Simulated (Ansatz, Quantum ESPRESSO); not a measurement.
# Evanescent states of KF, rock salt type, lattice constant set to 5.338 Å, part 4 of 4

How good a tunnel barrier is KF, rock salt type, lattice constant set to 5.338 Å?

Quantum ESPRESSO 7.5; plane-wave DFT, LDA, GBRV ultrasoft pseudopotentials; cross-check by Ansatz 0.2.0 with PAW datasets.

So far. Step 2 (SCF with pw.x): The run needed 11 iterations to bring the estimated error under 1e-09 Ry. Step 5 (Complex bands with pwcond.x, with ikind = 1): The message: “do_cond (1): different cut-offs on left lead and scattering region”. ikind = 1 needs a scattering region, which this input doesn't give; ikind = 0 solves the crystal alone.

The structure was built from a prototype and need not be the compound's stable phase.

## (6) The same in Ansatz

As a check, the same structure is run in Ansatz.

Level of this step: plane-wave DFT, LDA, Ansatz PAW (Ansatz 0.2.0).

input.yaml

```yaml
crystal:
  lattice:
    - [3.774535998, 0.0, 0.0]
    - [0.0, 3.774535998, 0.0]
    - [0.0, 0.0, 5.338]
  atoms:
    - { symbol: K, position: [0.0, 0.0, 0.0] }
    - { symbol: F, position: [0.5, 0.5, 0.0] }
    - { symbol: K, position: [0.5, 0.5, 0.5] }
    - { symbol: F, position: [0.0, 0.0, 0.5] }
kpoints:
  mp_grid: { grid: [6, 6, 6] }
hamiltonian:
  xc: lda
scf:
  occupations: { method: fixed }
  convergence: { dr2_threshold: 1.0e-09 }
output:
  transmission:
    leads: [[0, 0]]
    kpoints: [[0, 0], [0.5, 0], [0.5, 0.5], [0.25, 0]]
    e_range: [-2.1, 9.9]
    de: 0.3
```

On the command line:

```console
$ ansatz run input.yaml --threads 2 --pin off --max-ram 4096MiB --backend cpu --events-out ev --progress --plain --runs-dir out
```

Numbers of over 12 decimals in the logs are rounded to 6 here.

The program printed:

```text
Engine: ansatz 0.2.0, x86_64-unknown-linux-gnu
Pseudopotentials: kind: paw
Pseudopotential: K, paw, valence charge 9, recommended cutoff 420 eV (normal), K.paw.azcp
Pseudopotential: F, paw, valence charge 7, recommended cutoff 420 eV (normal), F.paw.azcp
Functional definition: SPW92
  exchange = slater_x
  correlation = pw_c
Crystal: 4 atoms, lattice volume = 76.051 Å³
Basis set: ecut = 420 eV, 1465 PW (Γ)
Bands: 20, of which v1, the nominal top of the filled ones, is band 16 counted from 1 (15 counted from 0)
Symmetry: 32 space group operations
Space group: Fm-3m (ITA 225), of the structure as read, at distance tolerance 4.2e-5 Å
k-points: 40 of 216
Non-local potential: K, projectors of the file, l = 0: 3, l = 1: 2, l = 2: 2
Non-local potential: F, projectors of the file, l = 0: 2, l = 1: 2, l = 2: 1
PAW form: soft (Blöchl's): semilocal exchange-correlation on the pseudo side does not see the compensation charge
PAW frozen core: K, regenerated for the run's functional, and the local potential with it (the file was generated under x = pbe(κ = 0.804, μ = 0.219515), c = pbe(β = 0.066725))
PAW frozen core: F, regenerated for the run's functional, and the local potential with it (the file was generated under x = pbe(κ = 0.804, μ = 0.219515), c = pbe(β = 0.066725))
PAW one-centre angular grid: K, 110 points (default); XC on 64 Gauss nodes
PAW one-centre angular grid: F, 110 points (default); XC on 64 Gauss nodes
Initial density: superposition of atomic densities (neutral atoms: chi_scale 0, normalization atom), corrected by the library's trained network
Initial wavefunctions: pseudopotential atomic-orbital guess
Functional: x = slater, c = lda
SCF iter   1: F=—  HF=-4585.514739 eV  |F-HF|=—  |Δ(HF+E_count)|=         —  Δρ=1.61e-2  dr2=1.49e-1  ethr=1.77e-3  ⟨swp⟩=4.5  Hψ=3383  notcnv=0  defer=64
preconditioner: auto → Resta (q_TF=auto, 2.362 Å⁻¹)  ε∞=3.1  [insulator: Δε(μ)=5.530 eV  Ē_g=15.640 eV  n_scr=20 (ndim 8)  ℏωp=22.5 eV  f_vac=0.127  ε∞_Penn≈3.1]
SCF iter   2: F=—  HF=-4585.475968 eV  |F-HF|=—  |Δ(HF+E_count)|=   3.88e-2  Δρ=6.45e-3  dr2=1.21e-2  ethr=4.67e-4  ⟨swp⟩=2.0  Hψ=1764  notcnv=0  defer=66
SCF iter   3: F=—  HF=-4585.472629 eV  |F-HF|=—  |Δ(HF+E_count)|=   3.34e-3  Δρ=2.26e-3  dr2=2.33e-3  ethr=3.79e-5  ⟨swp⟩=2.0  Hψ=1378  notcnv=0  defer=78
SCF iter   4: F=—  HF=-4585.471973 eV  |F-HF|=—  |Δ(HF+E_count)|=   6.56e-4  Δρ=3.35e-4  dr2=9.08e-5  ethr=7.28e-6  ⟨swp⟩=3.0  Hψ=1165  notcnv=0  defer=78
SCF iter   5: F=—  HF=-4585.471979 eV  |F-HF|=—  |Δ(HF+E_count)|=   5.80e-6  Δρ=6.27e-5  dr2=2.40e-6  ethr=2.84e-7  ⟨swp⟩=2.0  Hψ=1440  notcnv=0
SCF iter   6: F=—  HF=-4585.471980 eV  |F-HF|=—  |Δ(HF+E_count)|=   6.01e-7  Δρ=1.25e-5  dr2=7.81e-8  ethr=7.49e-9  ⟨swp⟩=2.9  Hψ=1306  notcnv=0
SCF iter   7: F=—  HF=-4585.471980 eV  |F-HF|=—  |Δ(HF+E_count)|=   1.66e-8  Δρ=2.69e-6  dr2=3.45e-9  ethr=2.44e-10  ⟨swp⟩=2.0  Hψ=1344  notcnv=0
SCF iter   8: F=-4585.471980 eV  HF=-4585.471980 eV  |F-HF|=2.09e-11  |Δ(HF+E_count)|=  5.68e-10  Δρ=2.88e-7  dr2=3.83e-11  ethr=3.13e-12  ⟨swp⟩=4.8  Hψ=2678  notcnv=0
SCF 1 converged in 8 iterations: F = -4585.471980 eV  dr2 = 3.83e-11
  greatest PAW one-centre occupation: 0.985 electrons in one spin orbital (limit 2), on the K atom at site 2 (counted from 0), in its partial waves of l = 0
transmission: 9 of 36 steps passed
transmission: 18 of 36 steps passed
transmission: 27 of 36 steps passed
transmission: 36 of 36 steps passed
SCF converged after 8 iterations
Free energy (F): -4585.471980 eV
Harris-Foulkes:  -4585.471980 eV  (|F-HF|=2.09e-11)
Internal energy: -4585.471980 eV  (E = F + TS)
E sigma→0 (E₀):  -4585.471980 eV
Fermi energy:    1.030113 eV
--- Per-component energies (eV) ---
  E_band       = -257.584144
  E_kinetic    = 918.759672
  E_local      = -2217.843690  (includes V_loc(G=0)·N_el)
  E_nonlocal   = 181.970944
  E_hartree    = 792.474772
  E_xc         = -423.507226
  E_vxc        = -531.045146  (∫ρ·V_xc dr)
  E_paw        = -1859.837997  (= ΣΔE_a)
  E_vpaw       = -194.379318  (= ΣTr[D̂ρ^β])
  E_aug_tail   = 0.004055  (compensation charges beyond the density's cutoff)
  E_ewald      = -1978.234014
  E_core_change = 0.741503  (= ΣΔE_core)
  E_smearing   = -0.000000  (= −TS)
  E_closure    = -0.000000  (closes the sum)
  Σ components = -4585.471980   (vs F -4585.471980, Δ=0.00e0)
--- Band table (eV; the first three rows and the last of 40) ---
  k-point 0: bands = [... 12 lower, 0.9756, 1.0301, 1.0301, 1.0301, 6.8541, 8.9578, 11.1809, 11.5678]
  k-point 1: bands = [... 12 lower, 0.9742, 0.9742, 1.0208, 1.0208, 7.1168, 9.0745, 10.6565, 11.2754]
  k-point 2: bands = [... 12 lower, 0.9740, 0.9740, 1.0004, 1.0004, 7.7889, 9.4172, 9.6859, 10.6321]
  k-point 39: bands = [... 12 lower, 0.8651, 0.8651, 0.8651, 0.8651, 10.4968, 10.4968, 10.4968, 10.4968]
--- Transmission ---
  basis      : 121 plane waves across, 9 finite elements along
  points     : 4, as listed
  energies   : 41 from -2.100000 to 9.900000 eV about the Fermi level, 0.300000 eV apart; the leads are filled to 2.911987 eV, and channels, transmission and decay are at 3.000000 eV
  crystal 0  : K2F2, at the sites [0, 0], period 5.3380 Å: whole cells are its period
    offset         : up to 0.0000 Å between an atom of the period and one for which it stands
    channels       : 0.000000e0 a spin
    conductance    : none, the energies end too early or step too widely for 300 K: set another output.transmission.e_range or a lower de, or, where they end at an eighth of basis.ecutwfc, a higher one
    slowest decay  : 0.4544 /Å at (0.0000, 0.0000)
```

It took 15 s on 2 threads of Intel Xeon Platinum 8375C at 2.90GHz (Ice Lake), shared host; peak memory 0.45 GiB.

Numbers from this step:

```
free energy                                      : -4585.4720 eV
gap by band count                                : 5.824 eV
symmetry operations                              : 32
slowest decay at the grid energy nearest mid-gap : 0.4544 Å⁻¹
peak of the smallest κ at the zone centre        : 0.4572 Å⁻¹
peak of the smallest κ at (1/2, 0)               : 0.6058 Å⁻¹
peak of the smallest κ at (1/2, 1/2)             : 0.6121 Å⁻¹
peak of the smallest κ at (1/4, 0)               : 0.5139 Å⁻¹
valence top, on the run's zero                   : 1.030 eV
```

K across = (0, 0) in the cell's reciprocal vectors; values within 0.0025 1/Å of each other count once, columns are sorted by size at each energy, a dash where no further value was kept. Table of Im kz of the slowest decaying states by energy, zero at the highest filled level of the SCF mesh:

```
energy (eV)  decay 1 (Å⁻¹)  decay 2 (Å⁻¹)  decay 3 (Å⁻¹)
      -2.10          0.558           1.20              -
      -1.20          0.418           1.07              -
      -0.30          0.756              -              -
       0.00         0.0227         0.0675          0.277
       0.60          0.327          0.462          0.786
       1.50          0.426          0.576          0.898
       2.40          0.456          0.636          0.926
       3.30          0.448          0.670          0.924
       4.50          0.375          0.692          0.893
       5.40          0.233          0.694          0.854
       6.30          0.687          0.713          0.801
       7.20          0.482          0.669          0.733
       8.10          0.640          0.646          0.806
       9.00          0.529          0.598          0.733
       9.90          0.352          0.538          0.653
```

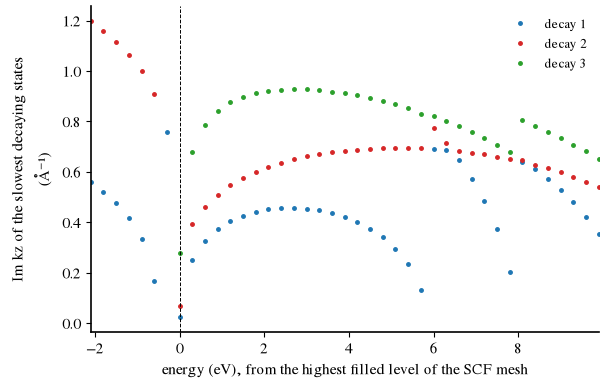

Im kz of the slowest decaying states against energy.

K across = (0, 0) in the cell's reciprocal vectors. Table of Re kz of states that move upwards by energy, zero at the highest filled level of the SCF mesh:

```
energy (eV)  channel 1 (Å⁻¹)  channel 2 (Å⁻¹)
      -2.10                -                -
      -1.50                -                -
      -0.60                -                -
       0.00                -                -
       0.60                -                -
       1.50                -                -
       2.10                -                -
       2.70                -                -
       3.60                -                -
       4.20                -                -
       5.10                -                -
       5.70                -                -
       6.30            0.269                -
       7.20            0.493                -
       7.80           -0.559                -
       8.40           -0.442            0.398
       9.30           -0.478           -0.266
       9.90           -0.307           -0.128
```

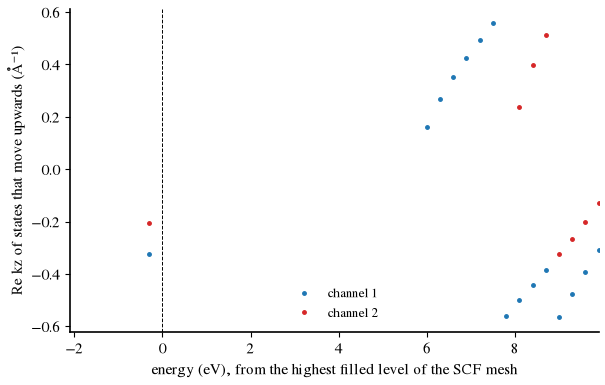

Re kz of states that move upwards against energy.

K across = (1/2, 0) in the cell's reciprocal vectors; values within 0.0025 1/Å of each other count once, columns are sorted by size at each energy, a dash where no further value was kept. Im kz of the slowest decaying states against energy, zero at the highest filled level of the SCF mesh:

```
energy (eV)  decay 1 (Å⁻¹)  decay 2 (Å⁻¹)  decay 3 (Å⁻¹)
      -2.10          0.533           1.03           1.12
      -1.50          0.436          0.920              -
      -0.60          0.243          0.492              -
       0.00          0.227          0.754              -
       0.60          0.423          0.872          0.917
       1.50          0.526          0.944           1.01
       2.10          0.562          0.965           1.03
       2.70          0.585          0.976           1.05
       3.60          0.603          0.977           1.05
       4.20          0.606          0.971           1.05
       5.10          0.598          0.956           1.04
       5.70          0.585          0.944           1.02
       6.30          0.566          0.933           1.01
       7.20          0.519          0.966          0.974
       7.80          0.470          0.945          0.950
       8.40          0.391          0.824              -
       9.30          0.274          0.473              -
       9.90          0.495          0.865           1.04
```

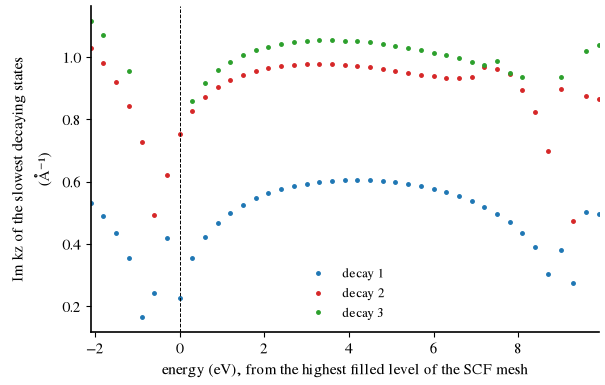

Im kz of the slowest decaying states, plotted against energy.

K across = (1/2, 1/2) in the cell's reciprocal vectors; values within 0.0025 1/Å of each other count once, columns are sorted by size at each energy, a dash where no further value was kept. The Im kz of the slowest decaying states by energy, zero at the highest filled level of the SCF mesh:

```
energy (eV)  decay 1 (Å⁻¹)  decay 2 (Å⁻¹)  decay 3 (Å⁻¹)
      -2.10          0.574           1.15              -
      -1.20          0.444           1.01              -
      -0.30          0.598              -              -
       0.00          0.140          0.295          0.866
       0.60          0.398          0.667           1.08
       1.50          0.518          0.758           1.21
       2.40          0.574          0.770           1.27
       3.30          0.602          0.749           1.30
       4.50          0.612          0.687           1.33
       5.40          0.604          0.616           1.34
       6.30          0.515          0.582           1.34
       7.20          0.358          0.545           1.34
       8.10          0.488           1.29           1.35
       9.00          0.395           1.19           1.43
       9.90          0.203           1.08           1.37
```

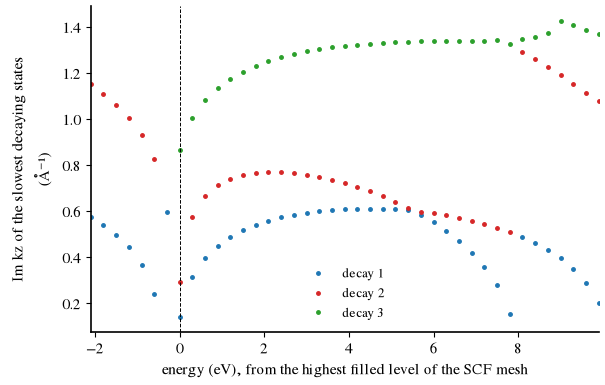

Im kz of the slowest decaying states against energy.

K across = (1/4, 0) in the cell's reciprocal vectors; values within 0.0025 1/Å of each other count once, columns are sorted by size at each energy, a dash where no further value was kept. Table of Im kz of the slowest decaying states by energy, zero at the highest filled level of the SCF mesh:

```
energy (eV)  decay 1 (Å⁻¹)  decay 2 (Å⁻¹)  decay 3 (Å⁻¹)
      -2.10          0.547           1.10           1.15
      -0.90          0.295          0.863          0.934
       0.00          0.125          0.283          0.601
       0.90          0.413          0.502          0.863
       2.10          0.497          0.606          0.923
       3.00          0.514          0.644          0.927
       3.90          0.504          0.665          0.914
       5.10          0.448          0.672          0.875
       6.00          0.350          0.665          0.831
       6.90          0.645          0.772          0.820
       8.10          0.487          0.634          0.654
       9.00         0.0902          0.513          0.579
```

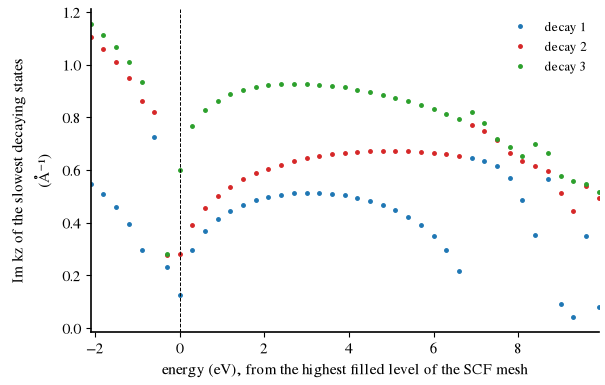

Im kz of the slowest decaying states against energy.

## (7) By hand

T falls as exp(−2κd). With κ = 0.454 1/Å, 10 Å of barrier pass exp(−2 × 0.454 × 10) = 1.1e-4 of that channel, interfaces aside.

## (8) Summary of results

```yaml
gap_on_the_scf_mesh: 5.81 eV
smallest_kappa_at_mid_gap_among_the_four_k_points_at_the_zone_centre: 0.454 Å⁻¹
peak_of_the_smallest_kappa_in_the_stop_band_at_the_zone_centre: 0.456 Å⁻¹
peak_of_the_smallest_kappa_in_the_stop_band_at_1_over_2_0: 0.605 Å⁻¹
peak_of_the_smallest_kappa_in_the_stop_band_at_1_over_2_1_over_2: 0.611 Å⁻¹
peak_of_the_smallest_kappa_in_the_stop_band_at_1_over_4_0: 0.513 Å⁻¹
energy_of_the_peak_at_the_zone_centre_over_the_highest_filled_level: 2.70 eV
peak_at_the_zone_centre_by_ansatz: 0.457 Å⁻¹
```

In words: With a gap of 5.81 eV on the mesh, the smallest κ at mid-gap among the four k points, at the zone centre is 0.454 Å⁻¹ (LDA, GBRV ultrasoft). For a barrier with the Fermi level at mid-gap the slowest state found, at the zone centre, loses a factor of ten in probability every 2.5 Å or so. Stop bands away from the zone centre are mostly wider than the gap, so their peaks can lie above the conduction bottom. At the zone centre pwcond's peak is 0.456 and Ansatz's 0.457 1/Å, 0 % apart. The cell is the a/√2 one, turned by 45°, with two primitive cells, so X along [001] folds onto kz = 0. A semilocal gap is too small, often by a third to a half and by more in narrow-gap crystals, so real barriers decay faster.

[Logs are printed without paths, hosts, clocks, repeated set-up lines and the standing remarks that a program may print on its own settings, such as how far it seeks lower states.]

[Hosts, paths, dates, database ids (printed as entryN), source tags and the programs' standing remarks are cut or masked in the printed files.]

[Maps of the electrostatic potential energy from Ansatz leave out the sawtooth potential of an applied field or a dipole correction, so their vacuum need not be flat; planar profiles and work functions include it.]
